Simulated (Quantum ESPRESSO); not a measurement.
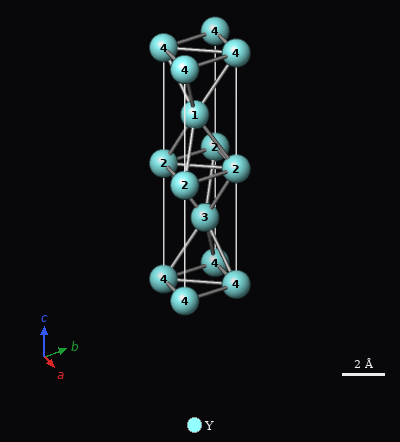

Figure 1. The input geometry (ball-and-stick view of the cell of the calculation, seen slightly off an axis; atoms are numbered from 1 in the order of the input). An atom can appear more than once, as a periodic image.

# Run report: Y, band-structure run

System: Y (P6₃/mmc, 4 atoms in the cell).
Method: Kohn-Sham DFT of a periodic cell, LDA, spin-orbit coupling, PseudoDojo 0.4 FR PBEsol stringent, no spin polarisation (Quantum ESPRESSO 7.5).

The structure derives from a Materials Project entry.

### The input
```
&CONTROL
  calculation = 'scf'
  prefix = 'pwscf'
  outdir = './tmp'
  pseudo_dir = './pseudo'
  tprnfor = .true.
  tstress = .true.
  disk_io = 'low'
/
&SYSTEM
  ibrav = 0
  nat = 4
  ntyp = 1
  ecutwfc = 72
  nbnd = 62
  input_dft = 'pz'
  occupations = 'smearing'
  smearing = 'mp'
  degauss = 0.00367493
  noncolin = .true.
  lspinorb = .true.
/
&ELECTRONS
  conv_thr = 8d-10
  electron_maxstep = 120
  mixing_beta = 0.5
/
ATOMIC_SPECIES
Y     88.9058 Y.upf
CELL_PARAMETERS angstrom
   3.6425441402    0.0000000000    0.0000000000
  -1.8212720701    3.1545357598    0.0000000000
   0.0000000000    0.0000000000   11.8441303500
ATOMIC_POSITIONS angstrom
Y      1.8212720703    1.0515119198    8.8830977625
Y      0.0000000000    0.0000000000    5.9220651750
Y     -0.0000000002    2.1030238400    2.9610325875
Y      0.0000000000    0.0000000000    0.0000000000
K_POINTS automatic
4 4 2 0 0 0
```

### File bands.in
```
&CONTROL
  calculation = 'bands'
  prefix = 'pwscf'
  outdir = './tmp'
  pseudo_dir = './pseudo'
  disk_io = 'low'
  verbosity = 'high'
/
&SYSTEM
  ibrav = 0
  nat = 4
  ntyp = 1
  ecutwfc = 72
  nbnd = 62
  input_dft = 'pz'
  occupations = 'smearing'
  smearing = 'mp'
  degauss = 0.00367493
  noncolin = .true.
  lspinorb = .true.
/
&ELECTRONS
  conv_thr = 1d-08
  electron_maxstep = 120
  mixing_beta = 0.5
  diago_full_acc = .true.
/
ATOMIC_SPECIES
Y     88.9058 Y.upf
CELL_PARAMETERS angstrom
   3.6425441402    0.0000000000    0.0000000000
  -1.8212720701    3.1545357598    0.0000000000
   0.0000000000    0.0000000000   11.8441303500
ATOMIC_POSITIONS angstrom
Y      1.8212720703    1.0515119198    8.8830977625
Y      0.0000000000    0.0000000000    5.9220651750
Y     -0.0000000002    2.1030238400    2.9610325875
Y      0.0000000000    0.0000000000    0.0000000000
K_POINTS crystal
60
 0.0000000000  0.0000000000  0.0000000000 1
 0.0555555556  0.0000000000  0.0000000000 1
 0.1111111111  0.0000000000  0.0000000000 1
 0.1666666667  0.0000000000  0.0000000000 1
 0.2222222222  0.0000000000  0.0000000000 1
 0.2777777778  0.0000000000  0.0000000000 1
 0.3333333333  0.0000000000  0.0000000000 1
 0.3888888889  0.0000000000  0.0000000000 1
 0.4444444444  0.0000000000  0.0000000000 1
 0.5000000000  0.0000000000  0.0000000000 1
 0.4666666667  0.0666666667  0.0000000000 1
 0.4333333333  0.1333333333  0.0000000000 1
 0.4000000000  0.2000000000  0.0000000000 1
 0.3666666667  0.2666666667  0.0000000000 1
 0.3333333333  0.3333333333  0.0000000000 1
 0.3000000000  0.3000000000  0.0000000000 1
 0.2666666667  0.2666666667  0.0000000000 1
 0.2333333333  0.2333333333  0.0000000000 1
 0.2000000000  0.2000000000  0.0000000000 1
 0.1666666667  0.1666666667  0.0000000000 1
 0.1333333333  0.1333333333  0.0000000000 1
 0.1000000000  0.1000000000  0.0000000000 1
 0.0666666667  0.0666666667  0.0000000000 1
 0.0333333333  0.0333333333  0.0000000000 1
 0.0000000000  0.0000000000  0.0000000000 1
 0.0000000000  0.0000000000  0.2500000000 1
 0.0000000000  0.0000000000  0.5000000000 1
 0.0555555556  0.0000000000  0.5000000000 1
 0.1111111111  0.0000000000  0.5000000000 1
 0.1666666667  0.0000000000  0.5000000000 1
 0.2222222222  0.0000000000  0.5000000000 1
 0.2777777778  0.0000000000  0.5000000000 1
 0.3333333333  0.0000000000  0.5000000000 1
 0.3888888889  0.0000000000  0.5000000000 1
 0.4444444444  0.0000000000  0.5000000000 1
 0.5000000000  0.0000000000  0.5000000000 1
 0.4666666667  0.0666666667  0.5000000000 1
 0.4333333333  0.1333333333  0.5000000000 1
 0.4000000000  0.2000000000  0.5000000000 1
 0.3666666667  0.2666666667  0.5000000000 1
 0.3333333333  0.3333333333  0.5000000000 1
 0.3076923077  0.3076923077  0.5000000000 1
 0.2820512821  0.2820512821  0.5000000000 1
 0.2564102564  0.2564102564  0.5000000000 1
 0.2307692308  0.2307692308  0.5000000000 1
 0.2051282051  0.2051282051  0.5000000000 1
 0.1794871795  0.1794871795  0.5000000000 1
 0.1538461538  0.1538461538  0.5000000000 1
 0.1282051282  0.1282051282  0.5000000000 1
 0.1025641026  0.1025641026  0.5000000000 1
 0.0769230769  0.0769230769  0.5000000000 1
 0.0512820513  0.0512820513  0.5000000000 1
 0.0256410256  0.0256410256  0.5000000000 1
 0.0000000000  0.0000000000  0.5000000000 1
 0.5000000000  0.0000000000  0.5000000000 1
 0.5000000000  0.0000000000  0.2500000000 1
 0.5000000000  0.0000000000  0.0000000000 1
 0.3333333333  0.3333333333  0.0000000000 1
 0.3333333333  0.3333333333  0.2500000000 1
 0.3333333333  0.3333333333  0.5000000000 1
```

Machine: 1 thread of AMD EPYC (Zen 3), 24 GiB of memory available, shared host.

Run as:
```bash
OMP_NUM_THREADS=1 pw.x -in pw.in > pw.out
OMP_NUM_THREADS=1 pw.x -in bands.in > bands.out
```

### Output
```
This program is part of the open-source Quantum ESPRESSO suite
     for quantum simulation of materials; please cite
         "P. Giannozzi et al., J. Phys.:Condens. Matter 21 395502 (2009);
         "P. Giannozzi et al., J. Phys.:Condens. Matter 29 465901 (2017);
         "P. Giannozzi et al., J. Chem. Phys. 152 154105 (2020);
          URL
     in publications or presentations arising from this work. More details at

     IMPORTANT: XC functional enforced from input :
     Exchange-correlation= PZ
                           (   1   1   0   0   0   0   0)
     Any further DFT definition will be discarded
     Please, verify this is what you really want

     Message from routine setup:
     using ibrav=0 with symmetry is DISCOURAGED, use correct ibrav instead

     G-vector sticks info
     --------------------
     sticks:   dense  smooth     PW     G-vecs:    dense   smooth      PW
     Sum         955     955    265                75823    75823   11417

     Using Slab Decomposition

     bravais-lattice index     =            0
     lattice parameter (alat)  =       6.8834  a.u.
     unit-cell volume          =     918.4173 (a.u.)^3
     number of atoms/cell      =            4
     number of atomic types    =            1
     number of electrons       =        44.00
     number of Kohn-Sham states=           62
     kinetic-energy cutoff     =      72.0000  Ry
     charge density cutoff     =     288.0000  Ry
     scf convergence threshold =      8.0E-10
     mixing beta               =       0.5000
     number of iterations used =            8  plain     mixing
     Exchange-correlation= PZ
                           (   1   1   0   0   0   0   0)
     Non magnetic calculation with spin-orbit

     celldm(1)=   6.883411  celldm(2)=   0.000000  celldm(3)=   0.000000
     celldm(4)=   0.000000  celldm(5)=   0.000000  celldm(6)=   0.000000

     crystal axes: (cart. coord. in units of alat)
               a(1) = (   1.000000   0.000000   0.000000 )
               a(2) = (  -0.500000   0.866025   0.000000 )
               a(3) = (   0.000000   0.000000   3.251609 )

     reciprocal axes: (cart. coord. in units 2 pi/alat)
               b(1) = (  1.000000  0.577350 -0.000000 )
               b(2) = (  0.000000  1.154701  0.000000 )
               b(3) = (  0.000000 -0.000000  0.307540 )

     PseudoPot. # 1 for Y  read from file:
     Y.upf
     Pseudo is Norm-conserving + core correction, Zval = 11.0
     Generated using ONCVPSP code by D. R. Hamann
     Using radial grid of 1766 points, 10 beta functions with:
                l(1) =   0
                l(2) =   0
                l(3) =   1
                l(4) =   1
                l(5) =   1
                l(6) =   1
                l(7) =   2
                l(8) =   2
                l(9) =   2
               l(10) =   2

     atomic species   valence    mass     pseudopotential
     Y                11.00    88.90580     Y ( 1.00)

     24 Sym. Ops., with inversion, found (12 have fractional translation)

   Cartesian axes

     site n.     atom                  positions (alat units)
         1        Y      tau(   1) = (   0.5000000   0.2886751   2.4387070  )
         2        Y      tau(   2) = (   0.0000000   0.0000000   1.6258046  )
         3        Y      tau(   3) = (  -0.0000000   0.5773503   0.8129023  )
         4        Y      tau(   4) = (   0.0000000   0.0000000   0.0000000  )

     number of k points=     8  Methfessel-Paxton smearing, width (Ry)=  0.0037
                       cart. coord. in units 2pi/alat
        k(    1) = (   0.0000000   0.0000000   0.0000000), wk =   0.0312500
        k(    2) = (   0.0000000   0.0000000  -0.1537700), wk =   0.0312500
        k(    3) = (   0.0000000   0.2886751   0.0000000), wk =   0.1875000
        k(    4) = (   0.0000000   0.2886751  -0.1537700), wk =   0.1875000
        k(    5) = (   0.0000000  -0.5773503   0.0000000), wk =   0.0937500
        k(    6) = (   0.0000000  -0.5773503  -0.1537700), wk =   0.0937500
        k(    7) = (   0.2500000   0.4330127   0.0000000), wk =   0.1875000
        k(    8) = (   0.2500000   0.4330127  -0.1537700), wk =   0.1875000

     Dense  grid:    75823 G-vectors     FFT dimensions: (  40,  40, 128)

     Initial potential from superposition of free atoms

     starting charge      43.9835, renormalised to      44.0000
     Starting wfcs are   80 randomized atomic wfcs

     Self-consistent Calculation

     iteration #  1     ecut=    72.00 Ry     beta= 0.50
     Davidson diagonalization with overlap
     ethr =  1.00E-02,  avg # of iterations =  2.6

     Threshold (ethr) on eigenvalues was too large:
     Diagonalizing with lowered threshold

     Davidson diagonalization with overlap
     ethr =  3.33E-05,  avg # of iterations =  5.8

     total energy              =    -326.10109455 Ry
     estimated scf accuracy    <       0.03089457 Ry

     iteration #  2     ecut=    72.00 Ry     beta= 0.50
     Davidson diagonalization with overlap
     ethr =  7.02E-05,  avg # of iterations =  1.9

     total energy              =    -326.10300697 Ry
     estimated scf accuracy    <       0.00350524 Ry

     iteration #  3     ecut=    72.00 Ry     beta= 0.50
     Davidson diagonalization with overlap
     ethr =  7.97E-06,  avg # of iterations =  6.2

     total energy              =    -326.10243769 Ry
     estimated scf accuracy    <       0.02444603 Ry

     iteration #  4     ecut=    72.00 Ry     beta= 0.50
     Davidson diagonalization with overlap
     ethr =  7.97E-06,  avg # of iterations =  5.6

     total energy              =    -326.10418995 Ry
     estimated scf accuracy    <       0.00020745 Ry

     iteration #  5     ecut=    72.00 Ry     beta= 0.50
     Davidson diagonalization with overlap
     ethr =  4.71E-07,  avg # of iterations =  5.4

     total energy              =    -326.10421029 Ry
     estimated scf accuracy    <       0.00053390 Ry

     iteration #  6     ecut=    72.00 Ry     beta= 0.50
     Davidson diagonalization with overlap
     ethr =  4.71E-07,  avg # of iterations =  1.8

     total energy              =    -326.10426451 Ry
     estimated scf accuracy    <       0.00001715 Ry

     iteration #  7     ecut=    72.00 Ry     beta= 0.50
     Davidson diagonalization with overlap
     ethr =  3.90E-08,  avg # of iterations =  3.8

     total energy              =    -326.10426047 Ry
     estimated scf accuracy    <       0.00004019 Ry

     iteration #  8     ecut=    72.00 Ry     beta= 0.50
     Davidson diagonalization with overlap
     ethr =  3.90E-08,  avg # of iterations =  1.6

     total energy              =    -326.10426409 Ry
     estimated scf accuracy    <       0.00000065 Ry

     iteration #  9     ecut=    72.00 Ry     beta= 0.50
     Davidson diagonalization with overlap
     ethr =  1.48E-09,  avg # of iterations =  3.5

     total energy              =    -326.10426427 Ry
     estimated scf accuracy    <       0.00000005 Ry

     iteration # 10     ecut=    72.00 Ry     beta= 0.50
     Davidson diagonalization with overlap
     ethr =  1.08E-10,  avg # of iterations =  4.6

     total energy              =    -326.10426428 Ry
     estimated scf accuracy    <          7.1E-09 Ry

     iteration # 11     ecut=    72.00 Ry     beta= 0.50
     Davidson diagonalization with overlap
     ethr =  1.61E-11,  avg # of iterations =  2.9

     End of self-consistent calculation

          k = 0.0000 0.0000 0.0000 (  9517 PWs)   bands (ev):

   -33.6262 -33.6262 -33.6051 -33.6051 -33.5886 -33.5886 -33.5673 -33.5673
   -14.6483 -14.6483 -14.5419 -14.5419 -14.5244 -14.5244 -14.4296 -14.4296
   -13.3057 -13.3057 -13.1509 -13.1509 -13.1292 -13.1292 -13.0317 -13.0317
   -12.9998 -12.9998 -12.9911 -12.9911 -12.9589 -12.9589 -12.9495 -12.9495
     4.3048   4.3048   5.6241   5.6241   5.6262   5.6262   7.0029   7.0029
     9.5648   9.5648   9.6290   9.6290   9.6796   9.6796  10.4354  10.4354
    10.4939  10.4939  10.5016  10.5016  10.5449  10.5449  10.6257  10.6257
    10.8072  10.8072  10.8785  10.8785  10.9174  10.9174

          k = 0.0000 0.0000-0.1538 (  9492 PWs)   bands (ev):

   -33.6184 -33.6184 -33.6184 -33.6184 -33.5751 -33.5751 -33.5751 -33.5751
   -14.6136 -14.6136 -14.6136 -14.6136 -14.4585 -14.4585 -14.4585 -14.4585
   -13.2599 -13.2599 -13.2599 -13.2599 -13.0213 -13.0213 -13.0213 -13.0213
   -13.0078 -13.0078 -13.0078 -13.0078 -12.9695 -12.9695 -12.9695 -12.9695
     4.6717   4.6717   4.6717   4.6717   6.6378   6.6378   6.6378   6.6378
     9.4072   9.4072   9.4072   9.4072  10.2765  10.2765  10.2765  10.2765
    10.5405  10.5405  10.5405  10.5405  10.6039  10.6040  10.6040  10.6040
    10.7436  10.7436  10.7436  10.7436  10.7946  10.7946

          k = 0.0000 0.2887 0.0000 (  9474 PWs)   bands (ev):

   -33.6013 -33.6013 -33.5870 -33.5870 -33.5705 -33.5705 -33.5561 -33.5561
   -14.6665 -14.6665 -14.6031 -14.6031 -14.5868 -14.5868 -14.5220 -14.5220
   -13.3119 -13.3119 -13.2260 -13.2260 -13.2109 -13.2109 -13.1322 -13.1322
   -13.1167 -13.1167 -13.0727 -13.0727 -13.0586 -13.0586 -12.9906 -12.9906
     5.5036   5.5036   6.5915   6.5915   6.5945   6.5945   8.0131   8.0131
     8.7063   8.7063   9.0687   9.0687   9.3375   9.3375   9.3506   9.3506
     9.7747   9.7747   9.8178   9.8178  10.6188  10.6188  10.7894  10.7894
    10.8937  10.8937  11.3287  11.3287  11.4650  11.4650

          k = 0.0000 0.2887-0.1538 (  9488 PWs)   bands (ev):

   -33.5957 -33.5957 -33.5957 -33.5957 -33.5617 -33.5617 -33.5617 -33.5617
   -14.6460 -14.6460 -14.6460 -14.6460 -14.5432 -14.5432 -14.5432 -14.5432
   -13.2846 -13.2846 -13.2846 -13.2846 -13.1505 -13.1505 -13.1505 -13.1505
   -13.1122 -13.1122 -13.1122 -13.1122 -13.0126 -13.0126 -13.0126 -13.0126
     5.7967   5.7967   5.7967   5.7967   7.5726   7.5726   7.5726   7.5726
     8.7580   8.7580   8.7580   8.7580   9.4129   9.4129   9.4129   9.4129
     9.9358   9.9358   9.9358   9.9358  10.5458  10.5458  10.5458  10.5458
    11.0516  11.0516  11.0516  11.0516  11.6787  11.6787

          k = 0.0000-0.5774 0.0000 (  9474 PWs)   bands (ev):

   -33.5729 -33.5729 -33.5688 -33.5688 -33.5522 -33.5522 -33.5481 -33.5481
   -14.6873 -14.6873 -14.6652 -14.6652 -14.6584 -14.6584 -14.6391 -14.6391
   -13.3281 -13.3281 -13.3170 -13.3170 -13.3066 -13.3066 -13.2888 -13.2888
   -13.1665 -13.1665 -13.1306 -13.1306 -13.0808 -13.0808 -13.0349 -13.0349
     7.0459   7.0459   7.2172   7.2172   7.6662   7.6662   7.7326   7.7326
     8.4026   8.4026   8.4713   8.4713   8.6434   8.6434   9.2987   9.2987
     9.6449   9.6449  10.2278  10.2278  10.4415  10.4415  10.6305  10.6305
    10.6486  10.6486  11.6578  11.6578  11.6579  11.6579

          k = 0.0000-0.5774-0.1538 (  9464 PWs)   bands (ev):

   -33.5711 -33.5711 -33.5711 -33.5711 -33.5500 -33.5500 -33.5500 -33.5500
   -14.6791 -14.6791 -14.6791 -14.6791 -14.6459 -14.6459 -14.6459 -14.6459
   -13.3222 -13.3222 -13.3222 -13.3222 -13.2997 -13.2997 -13.2997 -13.2997
   -13.1491 -13.1491 -13.1491 -13.1491 -13.0556 -13.0556 -13.0556 -13.0556
     7.2530   7.2530   7.2530   7.2530   7.5131   7.5131   7.5131   7.5131
     8.3122   8.3122   8.3122   8.3122   9.1618   9.1618   9.1618   9.1618
    10.1048  10.1048  10.1048  10.1048  10.4488  10.4488  10.4488  10.4488
    10.7611  10.7611  10.7611  10.7611  12.9885  12.9885

          k = 0.2500 0.4330 0.0000 (  9445 PWs)   bands (ev):

   -33.5731 -33.5731 -33.5688 -33.5688 -33.5522 -33.5522 -33.5480 -33.5480
   -14.6817 -14.6817 -14.6654 -14.6654 -14.6512 -14.6512 -14.6253 -14.6253
   -13.3211 -13.3211 -13.3086 -13.3086 -13.2749 -13.2749 -13.2567 -13.2567
   -13.2128 -13.2128 -13.1298 -13.1298 -13.1050 -13.1050 -13.0848 -13.0848
     7.3242   7.3242   7.7343   7.7343   7.7356   7.7356   8.3029   8.3029
     8.5541   8.5541   8.5919   8.5919   9.1021   9.1021   9.1904   9.1904
     9.3704   9.3704   9.5076   9.5076   9.6852   9.6852  10.0539  10.0539
    10.9119  10.9119  10.9413  10.9413  12.2396  12.2397

          k = 0.2500 0.4330-0.1538 (  9490 PWs)   bands (ev):

   -33.5712 -33.5712 -33.5712 -33.5712 -33.5499 -33.5499 -33.5499 -33.5499
   -14.6784 -14.6784 -14.6745 -14.6745 -14.6374 -14.6374 -14.6334 -14.6334
   -13.3297 -13.3297 -13.2953 -13.2953 -13.2800 -13.2800 -13.2608 -13.2608
   -13.1955 -13.1955 -13.1501 -13.1501 -13.1068 -13.1068 -13.0757 -13.0757
     7.4209   7.4209   7.4293   7.4293   8.1102   8.1102   8.1213   8.1213
     8.7563   8.7563   8.7659   8.7659   8.8063   8.8063   8.8097   8.8097
     9.6088   9.6088   9.6170   9.6170   9.8493   9.8493   9.8671   9.8671
    11.0079  11.0079  11.0374  11.0374  11.9320  11.9329

     the Fermi energy is     8.8099 ev

!    total energy              =    -326.10426428 Ry
     estimated scf accuracy    <          2.0E-10 Ry
     smearing contrib. (-TS)   =      -0.00008373 Ry
     internal energy E=F+TS    =    -326.10418055 Ry

     The total energy is F=E-TS. E is the sum of the following terms:
     one-electron contribution =     -88.66152394 Ry
     hartree contribution      =      53.61306475 Ry
     xc contribution           =     -62.76858867 Ry
     ewald contribution        =    -228.28713269 Ry

     convergence has been achieved in  11 iterations

     Forces acting on atoms (cartesian axes, Ry/au):

     atom    1 type  1   force =     0.00000000    0.00000000    0.00000000
     atom    2 type  1   force =     0.00000000   -0.00000000    0.00000000
     atom    3 type  1   force =     0.00000000    0.00000000    0.00000000
     atom    4 type  1   force =     0.00000000   -0.00000000    0.00000000

     Total force =     0.000000     Total SCF correction =     0.000000

     Computing stress (Cartesian axis) and pressure

          total   stress  (Ry/bohr**3)                   (kbar)     P=      -48.64
  -0.00032926   0.00000000   0.00000000          -48.44        0.00        0.00
   0.00000000  -0.00032926  -0.00000000            0.00      -48.44       -0.00
   0.00000000  -0.00000000  -0.00033352            0.00       -0.00      -49.06

=------------------------------------------------------------------------------=
   JOB DONE.
=------------------------------------------------------------------------------=
```

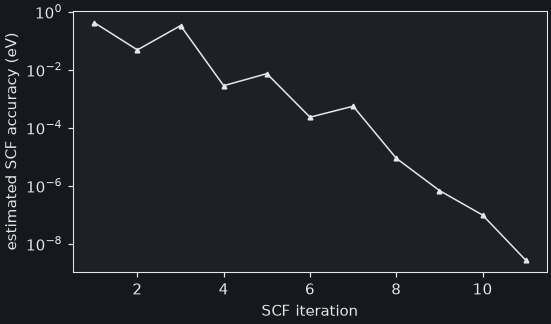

Figure 2. Convergence of the self-consistent field: estimated SCF accuracy against the iteration. The field takes 11 iterations in all.

### Results in brief

- outcome: converged
- space group (tolerance 0.01 Å): P6₃/mmc (194)
- electrons treated: 44
- free energy: −4436.8745 eV
- gap on the k-point mesh: none (metallic)
- pressure: −4.86 GPa
- largest force (length of the vector): under 0.001 eV/Å
- wall time: 17 min
- peak memory: 1.2 GiB

### Remarks

Further notes kept with the run: potentials made for another functional; eigenvalues not converged. Points of doubt noted for this run: coarse mesh; potentials made for another functional. The k-point mesh is coarse for a cell of this size, so the results may not be converged.
